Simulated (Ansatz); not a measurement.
# Calculations on Zn33S32

**1. Relaxation**

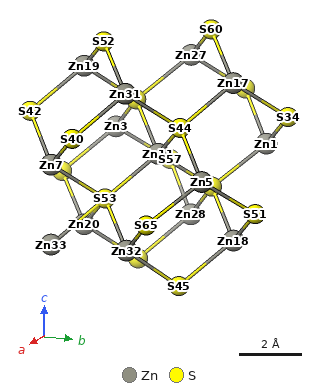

Starting structure of a defect cell of composition Zn₃₃S₃₂ (cell charge +1). The picture is a ball-and-stick view of the atoms within 5.0 Å of the atom that moves most (axes of the cell of the calculation (origin shifted)), seen slightly off an axis.

Theory: DFT, PBEsol, PAW, plane waves in Ansatz.

(plane-wave cutoff 420 eV; k-point mesh 1 × 1 × 1; mesh shifted by (0.25, 0.25, 0.25); collinear spin; atoms relaxed in a fixed cell; force threshold 0.03 eV/Å; at most 80 steps)

```
CELL_PARAMETERS angstrom
10.71254 0.00000 0.00000
0.00000 10.71254 0.00000
0.00000 0.00000 10.71254
ATOMIC_POSITIONS crystal
Zn 0.99805 0.99996 0.99608
Zn 0.00120 0.99956 0.49923
Zn 0.99955 0.49930 0.99720
Zn 0.99908 0.49902 0.49989
Zn 0.49675 0.00268 0.99698
Zn 0.49925 0.00002 0.50082
Zn 0.49872 0.50224 0.99874
Zn 0.50200 0.49670 0.50180
Zn 0.24771 0.24612 0.00215
Zn 0.24907 0.25097 0.50159
Zn 0.25189 0.75073 0.99923
Zn 0.25136 0.75063 0.49931
Zn 0.74939 0.25032 0.00137
Zn 0.74878 0.24708 0.50033
Zn 0.75065 0.75050 0.99884
Zn 0.75188 0.74911 0.49894
Zn 0.25008 0.99970 0.24879
Zn 0.24917 0.99992 0.75132
Zn 0.24974 0.50276 0.25015
Zn 0.24990 0.50358 0.75011
Zn 0.75092 0.00182 0.25494
Zn 0.75162 0.99977 0.74858
Zn 0.75125 0.49658 0.24993
Zn 0.75117 0.49989 0.74928
Zn 0.99955 0.24890 0.24641
Zn 0.99991 0.25197 0.75086
Zn 0.99858 0.74969 0.24950
Zn 0.99695 0.74770 0.74548
Zn 0.49990 0.24966 0.24779
Zn 0.49748 0.24922 0.74928
Zn 0.50140 0.75024 0.24966
Zn 0.49423 0.75125 0.75297
Zn 0.49736 0.50144 0.74601
S 0.12333 0.12637 0.12413
S 0.12306 0.12696 0.62489
S 0.12448 0.62165 0.12623
S 0.12471 0.62795 0.62473
S 0.62420 0.12550 0.12379
S 0.62501 0.12427 0.62646
S 0.62361 0.62689 0.12397
S 0.62293 0.62712 0.62470
S 0.37058 0.37643 0.12403
S 0.37307 0.37692 0.62559
S 0.37165 0.87631 0.12354
S 0.37629 0.87392 0.62530
S 0.87741 0.37706 0.12591
S 0.87549 0.37659 0.62149
S 0.87433 0.87491 0.12644
S 0.87788 0.87683 0.62546
S 0.37369 0.11867 0.37362
S 0.37396 0.12735 0.87910
S 0.37659 0.62386 0.37116
S 0.37373 0.62739 0.87479
S 0.87507 0.12640 0.37424
S 0.87751 0.12464 0.87621
S 0.87746 0.62416 0.37533
S 0.87629 0.62565 0.87781
S 0.12696 0.37283 0.37328
S 0.12653 0.37562 0.87448
S 0.12585 0.87200 0.37436
S 0.12323 0.87329 0.87734
S 0.62602 0.37381 0.37564
S 0.62409 0.37237 0.87370
S 0.62473 0.87657 0.37162
S 0.62370 0.87379 0.87701
```

Q: What does the optimiser find from here?

A: After 4 geometry steps the energy has fallen by 0.979 eV per cell of the calculation. The largest force component goes from 1.4 to 0.018 eV/Å. The atom that moves furthest is Zn11 (0.17 Å along [−3 2 2]). By element the largest moves are Zn 0.17 Å, S 0.12 Å. The lattice vectors keep their values. Some distances before and after: Zn32–S53 2.265 → 2.419 Å, Zn7–S53 2.314 → 2.419 Å, Zn20–S53 2.303 → 2.389 Å, Zn33–S53 2.340 → 2.422 Å. Bond angles that change, for instance: Zn1–S61–Zn11 111.8° → 105.4°, Zn11–S44–Zn17 111.2° → 105.8°, S44–Zn11–S53 111.1° → 106.2°.

After the run, drawn alike:

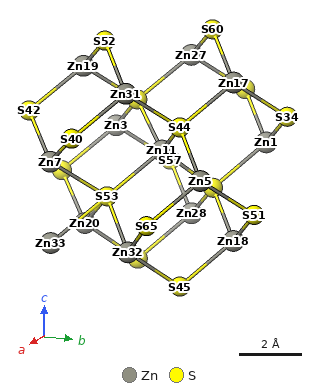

Limits of the set-up: the cell is charged, on a uniform background, and energies carry no finite-size correction.

**2. Relaxation**

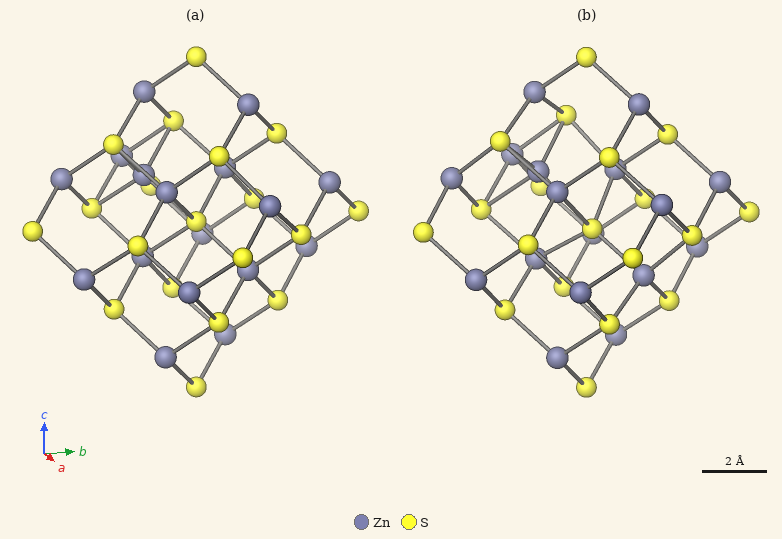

The structure of a defect cell of composition Zn33S32 before (left) and after (right) a relaxation, at one scale.

Style: ball-and-stick. Shown: the atoms within 5.8 Å of the atom that moves most (axes of the cell of the calculation (origin shifted)), slightly off an axis.

The calculation used DFT, PBEsol, PAW, plane waves in Ansatz. Settings: plane-wave cutoff 420 eV; k-point mesh 1 × 1 × 1; mesh shifted by (0.25, 0.25, 0.25); no spin polarisation; atoms relaxed in a fixed cell; force threshold 0.03 eV/Å; at most 80 steps.

**What changed between the two?**

The atom that moves furthest is an S atom (0.28 Å roughly along [2 2 −3]). Largest moves by element: S 0.28 Å, Zn 0.26 Å. The lattice vectors keep their values. Some distances before and after: S–Zn 2.284 → 2.535 Å, S–Zn 2.305 → 2.553 Å, S–Zn 2.340 → 2.554 Å, S–Zn 2.265 → 2.446 Å. Among the angles between lasting bonds that change: S–Zn–S 108.7° → 122.1°, S–Zn–S 109.8° → 122.2°, Zn–S–Zn 71.5° → 61.8°. After 5 geometry steps the energy has fallen by 1.300 eV per cell of the calculation. Largest force component: 1.3 eV/Å at the start, 0.027 eV/Å at the end.

**3. Defect**

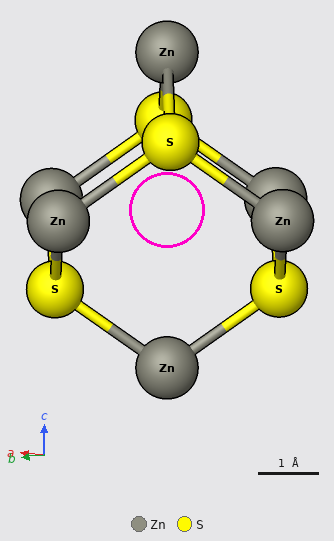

Perfect ZnS. The picture is a ball-and-stick view of the atoms within 3.8 Å of one point, seen from a free direction.

Computed with Ansatz 0.2.0, DFT, PBEsol, PAW, plane waves. Set-up: plane-wave cutoff 420 eV; k-point mesh 1 × 1 × 1; mesh shifted by (0.25, 0.25, 0.25); collinear spin. Fermi-Dirac smearing of 0.01 eV. A uniform background neutralises the charged cell. The axes drawn are those of the host's conventional cell.

An extra zinc atom is put between the host's atoms (an interstitial) at the ringed place, in charge state +1. The supercell has 64 sites, and the atoms are relaxed at the host's cell.

Predict the relaxed surroundings of the defect.

Answer. The Zn atom starts with 4 S at 2.32 Å, 6 Zn at 2.67 to 2.68 Å around its place and ends with 4 S at 2.42 to 2.43 Å, 6 Zn at 2.74 to 2.81 Å. Of the host's atoms, a zinc atom moves furthest from its site, by 0.16 Å. The Zn atom itself moves 0.09 Å from where it was put. The cell's net moment is 1.00 μB.

The relaxed defect, seen from the same direction:

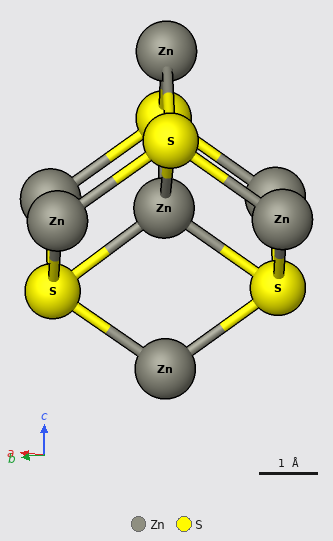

Limits of the set-up: the cell is charged, on a uniform background, and energies carry no finite-size correction.
